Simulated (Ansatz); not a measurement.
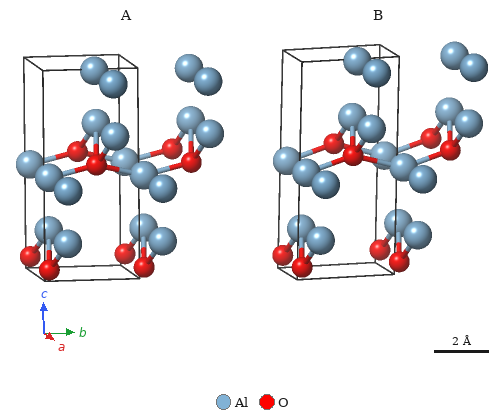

Two geometries of a crystal of Al2O (a generated structure, set up in P1) (coarse preliminary run), drawn at one scale. One is the start of a relaxation, the other its converged end. Style: ball-and-stick. Shown: the cell of the calculation, repeated 2 × 2 × 1 with one cell outlined, slightly off an axis.

These are results of DFT PBE, scalar-relativistic, plane waves, PAW in Ansatz 0.2.0, not measurements. (plane-wave cutoff 420 eV; k-point mesh 6 × 6 × 2; occupations gaussian; smearing width 0.1 eV; no spin polarisation; cell and atoms relaxed; force threshold 0.04 eV/Å; at most 70 steps)

### Which geometry has the lower energy?

Structure B is the relaxed one. Over 5 accepted moves (7 points after the start) the energy falls by 0.258 eV per cell of the calculation. The largest force component goes from 0.63 to 0.0059 eV/Å. The pressure goes from 4.22 to 0.05 GPa. The SCF was repeated twice at an unchanged geometry on a basis and grid sized afresh for the cell, which shifted the energy by 15.0 meV per cell of the calculation at most. The atom that moves furthest relative to the cell is an Al atom (0.13 Å along [3 2 0]). By element the largest moves are Al 0.13 Å, O 0.12 Å. Cell: a 2.886 → 2.854 Å (−1.1 %), b 3.674 → 3.760 Å (+2.3 %), c 7.968 → 8.250 Å (+3.5 %), α 91.1° → 87.9°, β 92.3° → 90.1°, γ 90.7° → 90.0°. Volume +4.8 %. Some distances before and after: Al–O 2.113 → 1.912 Å, Al–O 1.929 → 2.023 Å, Al–O 1.978 → 1.912 Å, Al–O 1.848 → 1.911 Å. Bond angles that change, for instance: Al–O–Al 151.6° → 147.2°, O–Al–O 151.6° → 147.2°, Al–O–Al 107.1° → 111.4°. The space group stays P1 (No. 1). The run took 53 s on 1 thread of Arm Neoverse V1, on a shared host, peak memory 0.36 GiB.

Limits of the set-up: the k-point mesh is coarse for a cell with partly filled bands.
